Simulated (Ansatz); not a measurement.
# Si₄₈C₁₆: single-point calculation

Si₄₈C₁₆ (64 atoms in the cell), computed with DFT, r2SCAN, PAW, plane waves (Ansatz 0.2.0).

The structure was built on a prototype by a generator.

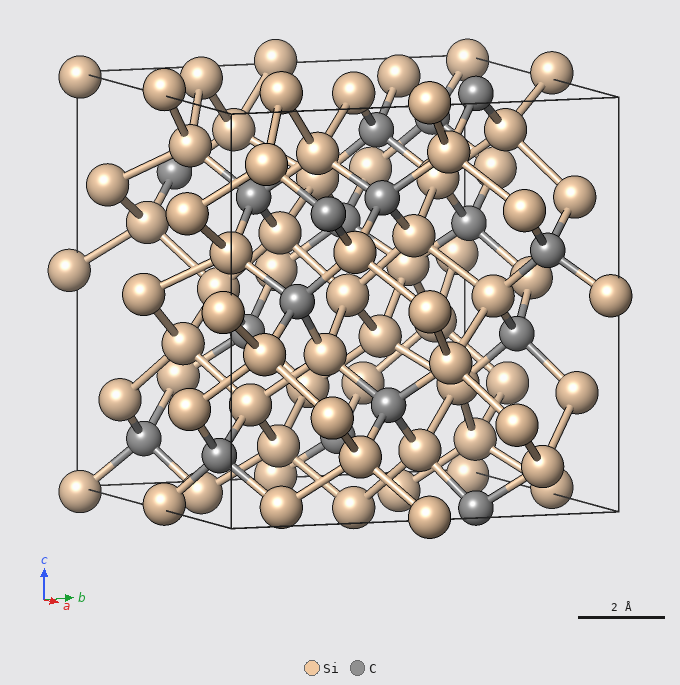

Figure 1. The input geometry (ball-and-stick view of the cell of the calculation, seen slightly off an axis). Near neighbours in the crystal (not all of them lie inside the picture): Si has 2 C at 1.91 to 2.07 Å and 2 Si at 2.23 to 2.46 Å; Si has 1 C at 1.85 to 1.97 Å and 3 Si at 2.23 to 2.46 Å; Si has 4 Si at 2.23 to 2.35 Å; Si has 3 C at 1.88 to 2.09 Å and 1 Si at 2.34 to 2.38 Å; C has 4 Si at 1.85 to 2.09 Å.

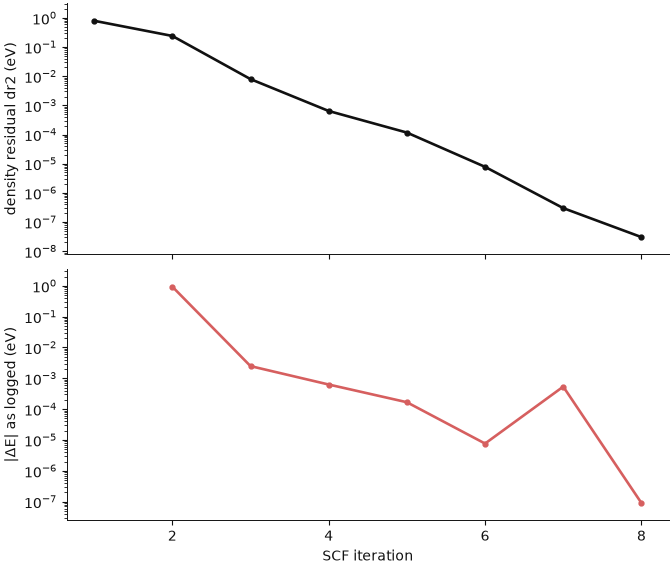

Figure 2. Convergence of the self-consistent field: density residual dr2 and size of the energy change against the SCF iteration. The residual falls at every step.

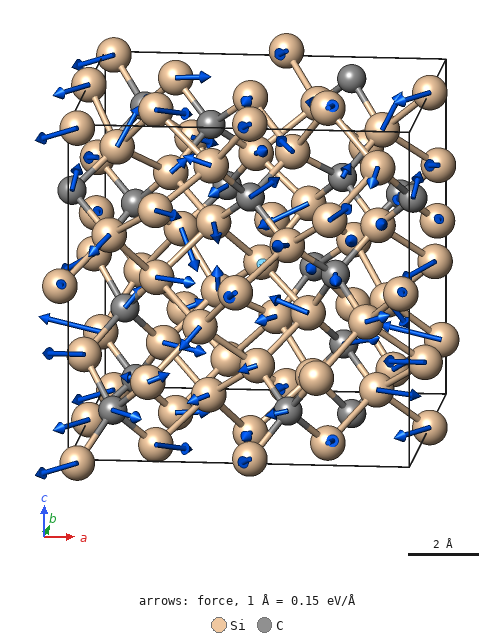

Figure 3. Forces on the atoms as blue arrows (ball-and-stick view of the cell of the calculation, seen at an oblique angle); the smallest are left out. The largest act on Si38, Si39 (0.28 eV/Å); C57 (0.25 eV/Å); Si12 (0.25 eV/Å); Si24 (0.24 eV/Å), among others. Atoms are counted from 1 in the order of the input and aren't labelled in the picture. 

The input and output of the run follow.

### The input
```yaml
crystal:
  lattice:
    - [9.803339, 0.000000, 0.000000]
    - [0.000000, 9.803339, 0.000000]
    - [0.000000, 0.000000, 9.803339]
  atoms:
    - { symbol: Si, position: [0.026331, 0.996654, 0.990328] }
    - { symbol: Si, position: [0.976186, 0.988626, 0.519216] }
    - { symbol: Si, position: [0.005364, 0.509600, 0.007236] }
    - { symbol: Si, position: [0.021209, 0.504143, 0.504729] }
    - { symbol: Si, position: [0.530802, 0.013503, 0.010692] }
    - { symbol: Si, position: [0.492215, 0.975686, 0.514164] }
    - { symbol: Si, position: [0.477642, 0.523426, 0.976260] }
    - { symbol: Si, position: [0.511740, 0.494185, 0.493076] }
    - { symbol: Si, position: [0.104642, 0.139347, 0.641755] }
    - { symbol: Si, position: [0.626394, 0.148122, 0.621104] }
    - { symbol: Si, position: [0.648867, 0.626183, 0.127824] }
    - { symbol: Si, position: [0.638545, 0.614705, 0.644782] }
    - { symbol: Si, position: [0.232102, 0.227615, 0.999261] }
    - { symbol: Si, position: [0.229235, 0.273348, 0.489156] }
    - { symbol: Si, position: [0.235618, 0.736026, 0.984362] }
    - { symbol: Si, position: [0.250381, 0.753623, 0.530348] }
    - { symbol: Si, position: [0.735704, 0.234118, 0.014977] }
    - { symbol: Si, position: [0.754465, 0.773216, 0.504765] }
    - { symbol: Si, position: [0.371643, 0.371323, 0.120432] }
    - { symbol: Si, position: [0.385925, 0.369726, 0.635936] }
    - { symbol: Si, position: [0.374299, 0.877908, 0.116492] }
    - { symbol: Si, position: [0.862703, 0.387523, 0.143092] }
    - { symbol: Si, position: [0.868156, 0.371336, 0.637932] }
    - { symbol: Si, position: [0.860686, 0.858729, 0.100889] }
    - { symbol: Si, position: [0.230721, 0.018614, 0.231833] }
    - { symbol: Si, position: [0.257648, 0.975830, 0.754586] }
    - { symbol: Si, position: [0.224845, 0.505414, 0.243418] }
    - { symbol: Si, position: [0.244115, 0.522938, 0.748090] }
    - { symbol: Si, position: [0.727424, 0.000275, 0.259607] }
    - { symbol: Si, position: [0.768614, 0.978127, 0.736752] }
    - { symbol: Si, position: [0.372378, 0.125203, 0.377231] }
    - { symbol: Si, position: [0.404768, 0.130716, 0.857700] }
    - { symbol: Si, position: [0.371968, 0.633748, 0.374620] }
    - { symbol: Si, position: [0.857225, 0.142720, 0.399227] }
    - { symbol: Si, position: [0.892619, 0.133570, 0.862127] }
    - { symbol: Si, position: [0.868484, 0.618567, 0.361050] }
    - { symbol: Si, position: [0.854294, 0.618879, 0.868767] }
    - { symbol: Si, position: [0.018968, 0.253049, 0.258323] }
    - { symbol: Si, position: [0.016085, 0.730735, 0.221413] }
    - { symbol: Si, position: [0.004106, 0.754886, 0.736864] }
    - { symbol: Si, position: [0.528717, 0.236758, 0.240768] }
    - { symbol: Si, position: [0.525810, 0.773688, 0.270016] }
    - { symbol: Si, position: [0.470538, 0.743333, 0.762447] }
    - { symbol: Si, position: [0.103789, 0.362484, 0.856421] }
    - { symbol: Si, position: [0.119440, 0.876003, 0.375953] }
    - { symbol: Si, position: [0.662566, 0.376451, 0.370634] }
    - { symbol: Si, position: [0.617226, 0.374965, 0.851134] }
    - { symbol: Si, position: [0.640845, 0.850416, 0.891337] }
    - { symbol: C, position: [0.116542, 0.125297, 0.122167] }
    - { symbol: C, position: [0.130814, 0.620229, 0.108879] }
    - { symbol: C, position: [0.128258, 0.634410, 0.629043] }
    - { symbol: C, position: [0.631590, 0.115563, 0.133887] }
    - { symbol: C, position: [0.754194, 0.267731, 0.511712] }
    - { symbol: C, position: [0.752420, 0.729573, 0.994948] }
    - { symbol: C, position: [0.373012, 0.862415, 0.637860] }
    - { symbol: C, position: [0.880978, 0.863733, 0.624197] }
    - { symbol: C, position: [0.753567, 0.503653, 0.252368] }
    - { symbol: C, position: [0.751586, 0.488165, 0.752742] }
    - { symbol: C, position: [0.349892, 0.632807, 0.870029] }
    - { symbol: C, position: [0.982812, 0.257560, 0.746654] }
    - { symbol: C, position: [0.506201, 0.253697, 0.739438] }
    - { symbol: C, position: [0.123941, 0.389656, 0.370088] }
    - { symbol: C, position: [0.130823, 0.863814, 0.869460] }
    - { symbol: C, position: [0.625263, 0.885645, 0.396290] }
kpoints:
  mp_grid: { grid: [1, 1, 1] }
hamiltonian:
  xc: r2scan
scf:
  occupations: { method: fermi_dirac, width: 0.01 }
output:
  forces: true
  eigenvalues: true
  populations: true
  eigenstates: { kpoints: [[0, 0, 0]], e_range: [-6.0, 6.0], localisation: true }
```

### What the program printed
```
Pseudopotentials: kind: paw
Functional definition: r2SCAN
  parameter k0 = 0.174
  parameter k1 = 0.065
  parameter a1 = 4.9479
  exchange = r2scan_x(k0 = k0, k1 = k1, a1 = a1)
  correlation = r2scan_c
Crystal: 64 atoms, lattice volume = 942.154 Å³
Basis set: ecut = 500 eV, 23847 PW (Γ), exchange–correlation on 288×288×288 points (64 copies of the dense FFT grid, shifted against one another)
Bands: 192, of which v1, the nominal top of the filled ones, is band 128 counted from 1 (127 counted from 0)
Symmetry: 1 space group operations
Space group: P1 (ITA 1), of the structure as read, at distance tolerance 9.8e-5 Å
k-points: 1
Non-local potential: Si, projectors of the file, l = 0: 2, l = 1: 2, l = 2: 2
Non-local potential: C, projectors of the file, l = 0: 2, l = 1: 2, l = 2: 1
PAW form: soft (Blöchl's): semilocal exchange-correlation on the pseudo side does not see the compensation charge
PAW frozen core: Si, regenerated for the run's functional (the file was generated under x = pbe(κ = 0.804, μ = 0.2195149727645171), c = pbe(β = 0.06672455060314922))
PAW frozen core: C, regenerated for the run's functional (the file was generated under x = pbe(κ = 0.804, μ = 0.2195149727645171), c = pbe(β = 0.06672455060314922))
PAW one-centre angular grid: Si, 302 points (default); XC on 160 Gauss nodes
PAW one-centre angular grid: C, 302 points (default); XC on 239 of its mesh's 2573 points in the sphere
Initial density: superposition of atomic densities (neutral atoms: chi_scale 0, normalization atom), corrected by the library's trained network
Initial wavefunctions: pseudopotential atomic-orbital guess
Functional: x = r2scan, c = r2scan; τ floored in thin density (d = 2e-4 eV/Å³)
SCF iter   1: F=—  HF=-34685.211561 eV  |F-HF|=—  |Δ(HF+E_count)|=         —  Δρ=8.37e-3  dr2=7.99e-1  dr2_τ=2.76e0  ethr=1.77e-3  ⟨swp⟩=6.0  Hψ=888  notcnv=0  defer=36
preconditioner: auto → Resta (q_TF=auto, 2.196 Å⁻¹)  ε∞=4.8  [insulator: Δε(μ)=0.422 eV  Ē_g=9.878 eV  σ=0.010 eV  W_gap=1.00  n_scr=170 (ndim 8)  ℏωp=19.4 eV  f_vac=0.000  D(μ)=0.00/eV (n_scr^D=0)  ε∞_Penn≈4.8]
SCF iter   2: F=—  HF=-34686.149806 eV  |F-HF|=—  |Δ(HF+E_count)|=   9.38e-1  Δρ=5.25e-3  dr2=2.41e-1  dr2_τ=4.20e-3  ethr=3.12e-4  ⟨swp⟩=2.0  Hψ=352  notcnv=0  defer=59
SCF iter   3: F=—  HF=-34686.147319 eV  |F-HF|=—  |Δ(HF+E_count)|=   2.49e-3  Δρ=8.06e-4  dr2=7.97e-3  dr2_τ=1.98e-3  ethr=9.41e-5  ⟨swp⟩=3.0  Hψ=261  notcnv=0  defer=59
SCF iter   4: F=—  HF=-34686.147949 eV  |F-HF|=—  |Δ(HF+E_count)|=   6.30e-4  Δρ=2.62e-4  dr2=6.43e-4  dr2_τ=3.70e-5  ethr=3.11e-6  ⟨swp⟩=2.0  Hψ=266  notcnv=0  defer=59
SCF iter   5: F=—  HF=-34686.148117 eV  |F-HF|=—  |Δ(HF+E_count)|=   1.68e-4  Δρ=9.28e-5  dr2=1.17e-4  dr2_τ=1.04e-5  ethr=2.51e-7  ⟨swp⟩=2.0  Hψ=258  notcnv=0  defer=59
SCF iter   6: F=—  HF=-34686.148125 eV  |F-HF|=—  |Δ(HF+E_count)|=   7.67e-6  Δρ=2.27e-5  dr2=7.80e-6  dr2_τ=6.90e-7  ethr=4.59e-8  ⟨swp⟩=2.0  Hψ=261  notcnv=0  defer=59
SCF iter   7: F=—  HF=-34686.148663 eV  |F-HF|=—  |Δ(HF+E_count)|=   5.38e-4  Δρ=5.70e-6  dr2=3.00e-7  dr2_τ=2.70e-8  ethr=3.05e-9  ⟨swp⟩=2.0  Hψ=319  notcnv=0  defer=59
SCF iter   8: F=-34686.148663 eV  HF=-34686.148663 eV  |F-HF|=1.16e-8  |Δ(HF+E_count)|=   9.05e-8  Δρ=1.58e-6  dr2=3.04e-8  dr2_τ=2.46e-9  ethr=3.91e-11  ⟨swp⟩=16.0  Hψ=1267  notcnv=0
SCF 1 converged in 8 iterations: F = -34686.148663 eV  dr2 = 3.04e-8
  greatest PAW one-centre occupation: 0.657 electrons in one spin orbital (limit 2), on the Si atom at site 7 (counted from 0), in its partial waves of l = 0
NSCF: frozen V_eff on 1 k-points
SCF converged after 8 iterations
Free energy (F): -34686.148663 eV
Harris-Foulkes:  -34686.148663 eV  (|F-HF|=1.16e-8)
Internal energy: -34686.148663 eV  (E = F + TS)
E sigma→0 (E₀):  -34686.148663 eV
Fermi energy:    8.404873 eV
--- Per-component energies (eV) ---
  E_band       = 489.424846
  E_kinetic    = 3450.380878
  E_local      = -3002.680721  (includes V_loc(G=0)·N_el)
  E_nonlocal   = 1607.333277
  E_hartree    = 991.836255
  E_xc         = -3260.032578
  E_vxc        = -3476.338604  (∫ρ·V_xc dr)
  E_paw        = -26548.190881  (= ΣΔE_a)
  E_vpaw       = -223.892562  (= ΣTr[D̂ρ^β])
  E_aug_tail   = 0.000264  (compensation charges beyond the density's cutoff)
  E_vtau       = 150.945564  (kinetic-family band-sum trace: ∫τ·v_τ [+ j·A + Jᵃ·Aᵃ] dr)
  E_ewald      = -7920.729992
  E_core_change = -4.065163  (= ΣΔE_core)
  E_smearing   = -0.000000  (= −TS)
  E_closure    = -0.000000  (closes the sum)
  Σ components = -34686.148663   (vs F -34686.148663, Δ=0.00e0)
--- Forces (eV/Å), atoms counted from 1 ---
  atom   1  Si    -0.19569127     0.10727626    -0.08339417
  atom   2  Si     0.00986432     0.05516335     0.00799321
  atom   3  Si    -0.14329840    -0.13066328    -0.02322989
  atom   4  Si    -0.16144830     0.09643905    -0.11108804
  atom   5  Si    -0.05994145     0.07413249    -0.04428017
  atom   6  Si    -0.05194367     0.12050631    -0.05667420
  atom   7  Si    -0.02828749    -0.08387858    -0.01775803
  atom   8  Si     0.00739666     0.05620394    -0.03184240
  atom   9  Si    -0.07986549    -0.10305832    -0.07635179
  atom  10  Si    -0.04799844    -0.13737478     0.02351991
  atom  11  Si    -0.06863636     0.04391012    -0.01746165
  atom  12  Si    -0.22042929    -0.03661064    -0.10750019
  atom  13  Si     0.14293704     0.15335674    -0.05165545
  atom  14  Si     0.18425878    -0.13989063     0.00830498
  atom  15  Si     0.15928911    -0.03809781     0.01583354
  atom  16  Si     0.08255467    -0.11763843    -0.16445045
  atom  17  Si     0.01770974     0.13302019    -0.01383133
  atom  18  Si    -0.00405805    -0.12584304     0.01819633
  atom  19  Si    -0.09179444    -0.05136273    -0.02950980
  atom  20  Si     0.02021236     0.00900612    -0.09972950
  atom  21  Si     0.01418099     0.04525574     0.02756722
  atom  22  Si     0.18862976     0.05761276    -0.03716923
  atom  23  Si     0.03762980    -0.09738422     0.02952480
  atom  24  Si     0.16454256    -0.13038005     0.12615506
  atom  25  Si     0.09821616    -0.00056452     0.04243493
  atom  26  Si     0.10910408     0.06362628    -0.04436942
  atom  27  Si     0.19760778    -0.10332794    -0.02032386
  atom  28  Si     0.07614382     0.00637745     0.06878520
  atom  29  Si     0.03558710     0.02705771    -0.01609162
  atom  30  Si     0.07980292     0.16066670     0.03418874
  atom  31  Si    -0.08408182    -0.06930790    -0.09358814
  atom  32  Si    -0.12386429    -0.00869999     0.04301172
  atom  33  Si    -0.00268023    -0.04029512     0.12201470
  atom  34  Si     0.11362570    -0.05806875     0.04760579
  atom  35  Si    -0.01929508    -0.12044778    -0.06904144
  atom  36  Si     0.09179605     0.06435824    -0.13908935
  atom  37  Si     0.08691994    -0.01028587     0.17400425
  atom  38  Si    -0.20079945     0.18373556    -0.03955142
  atom  39  Si    -0.26941921    -0.00376578     0.06235362
  atom  40  Si    -0.07265240     0.08335767    -0.02101963
  atom  41  Si    -0.08584574    -0.01104485    -0.02783513
  atom  42  Si    -0.08488166    -0.08271568    -0.01151713
  atom  43  Si     0.05833379    -0.07722270     0.03635375
  atom  44  Si     0.09647023     0.05681008     0.17692048
  atom  45  Si     0.03379934     0.03484789     0.01555501
  atom  46  Si    -0.17980645     0.08227804     0.04935723
  atom  47  Si    -0.08269414     0.12470575     0.03731966
  atom  48  Si    -0.06211293     0.04332531    -0.00216389
  atom  49  C      0.14106989    -0.14268425    -0.00650061
  atom  50  C     -0.07250514     0.02094878     0.00557760
  atom  51  C     -0.01027867     0.01678586    -0.01165820
  atom  52  C     -0.10118640     0.00702901    -0.02627294
  atom  53  C      0.01470381    -0.11745908    -0.02220626
  atom  54  C      0.03065007     0.00097871     0.03058779
  atom  55  C     -0.07497579    -0.09093355    -0.03169987
  atom  56  C     -0.02380975     0.06184841    -0.06482723
  atom  57  C      0.17324087    -0.16448777     0.06779956
  atom  58  C      0.03254668     0.04419357     0.05720985
  atom  59  C     -0.01361196    -0.00330582    -0.00311562
  atom  60  C      0.02001915     0.10240501     0.09897870
  atom  61  C      0.11710965     0.11793486     0.06418044
  atom  62  C      0.08006066     0.02003167     0.09984489
  atom  63  C      0.02673316     0.09210282     0.03519168
  atom  64  C     -0.02487054    -0.07051088    -0.00957391
  max |Σ_I F_I| component: 2.23e-5 eV/Å
--- Band table (eV) ---
  k-point 0: bands = ["-7.2057", "-6.5476", "-6.2880", "-6.2543", "-6.0964", "-6.0728", "-5.8748", "-5.6646", "-5.6218", "-5.5228", "-5.4853", "-5.2440", "-5.1472", "-5.0505", "-4.8979", "-4.6654", "-3.2972", "-3.0737", "-2.9361", "-2.7803", "-2.6914", "-2.5001", "-2.2720", "-1.9460", "-1.7603", "-1.6328", "-1.4221", "-1.2225", "-1.0642", "-0.9570", "-0.8412", "-0.7563", "-0.7243", "-0.5736", "-0.4599", "-0.4129", "-0.3727", "-0.2825", "-0.2703", "-0.2464",
      "-0.1432", "-0.0536", "0.0006", "0.0420", "0.0831", "1.1119", "1.2148", "1.2528", "1.4480", "1.4635", "1.5229", "1.6742", "1.7351", "1.8296", "1.8518", "1.9783", "1.9898", "2.3466", "2.6332", "2.6880", "2.7778", "2.7880", "2.8196", "2.8511", "2.8945", "2.9497", "2.9635", "3.0274", "3.0670", "3.1465", "3.2051", "3.2289", "3.2776", "3.3401", "3.3924", "3.3965", "3.4440", "3.5060", "3.6285", "3.6502",
      "3.7609", "3.8440", "3.9099", "4.0208", "4.1820", "4.2022", "4.2995", "4.3916", "4.4506", "4.5145", "4.5627", "4.6963", "4.7631", "4.8419", "4.9507", "5.0947", "5.1179", "5.1867", "5.4136", "5.4561", "5.5458", "5.6361", "5.7254", "5.8651", "5.8979", "6.0355", "6.0994", "6.1937", "6.2334", "6.2963", "6.3827", "6.4864", "6.6011", "6.6235", "6.7270", "6.8277", "6.9011", "7.0323", "7.1059", "7.1399",
      "7.2380", "7.3978", "7.4569", "7.5292", "7.7453", "8.0893", "8.1387", "8.2125", "8.5972", "8.9016", "8.9273", "9.0337", "9.0780", "9.3076", "9.4405", "9.5533", "9.7407", "9.8179", "9.9364", "9.9887", "10.3987", "10.5939", "10.6744", "10.7522", "10.9536", "11.0189", "11.1391", "11.2365", "11.2730", "11.3084", "11.4002", "11.4776", "11.5079", "11.6076", "11.6643", "11.7487", "11.7775", "11.8177", "11.8632", "11.9241",
      "11.9515", "12.0363", "12.0735", "12.1037", "12.1656", "12.1959", "12.2364", "12.3810", "12.4811", "12.5031", "12.5275", "12.6239", "12.6616", "12.6983", "12.7800", "12.8619", "12.8865", "13.0382", "13.0839", "13.1087", "13.1946", "13.2576", "13.2928", "13.4448", "13.4494", "13.5239", "13.6248", "13.6633", "13.7615", "13.8677", "13.9063", "13.9840"]
--- Löwdin populations: 64 sites ---
  site symbol       q [e]
     0     Si      3.4830
     1     Si      3.6969
     2     Si      3.7547
     3     Si      3.5285
     4     Si      3.6912
     5     Si      3.4549
     6     Si      3.7618
     7     Si      4.0399
     8     Si      3.7642
     9     Si      3.4736
    10     Si      3.4283
    11     Si      3.7672
    12     Si      3.7303
    13     Si      3.7177
    14     Si      3.1421
    15     Si      3.4023
    16     Si      3.7540
    17     Si      3.4426
    18     Si      4.0580
    19     Si      3.7252
    20     Si      4.1090
    21     Si      3.7427
    22     Si      3.1807
    23     Si      3.7595
    24     Si      3.6653
    25     Si      3.4583
    26     Si      3.4018
    27     Si      3.4522
    28     Si      3.4491
    29     Si      3.7700
    30     Si      4.0579
    31     Si      3.7452
    32     Si      4.0615
    33     Si      3.7486
    34     Si      3.7060
    35     Si      3.7529
    36     Si      3.4705
    37     Si      3.4838
    38     Si      3.7190
    39     Si      3.2380
    40     Si      3.6880
    41     Si      3.7013
    42     Si      3.4439
    43     Si      3.7530
    44     Si      4.0874
    45     Si      3.4357
    46     Si      3.4322
    47     Si      3.7406
    48      C      4.8609
    49      C      4.8988
    50      C      4.8666
    51      C      4.9202
    52      C      4.8778
    53      C      4.8895
    54      C      4.8879
    55      C      4.9248
    56      C      4.8994
    57      C      4.8705
    58      C      4.9223
    59      C      4.9067
    60      C      4.8733
    61      C      4.8629
    62      C      4.8462
    63      C      4.8710
  spilling = 0.010744 (of n_electrons = 256.000000)
```

### Key numbers

| quantity | value |
| --- | --- |
| outcome | converged |
| space group (tolerance 0.01 Å) | P1 (1) |
| electrons treated | 256 |
| free energy | −34686.1487 eV |
| Fermi energy | 8.405 eV |
| largest force (length of the vector) | 0.277 eV/Å |
| hardware | 7 threads of Arm Neoverse-V2, 28 GiB of memory available, shared host |
| wall time | 26 s (CPU time 1.7 min) |
| peak memory | 2.7 GiB |

### Remarks

The k-point mesh is coarse for a cell of this size, so the results may not be converged.
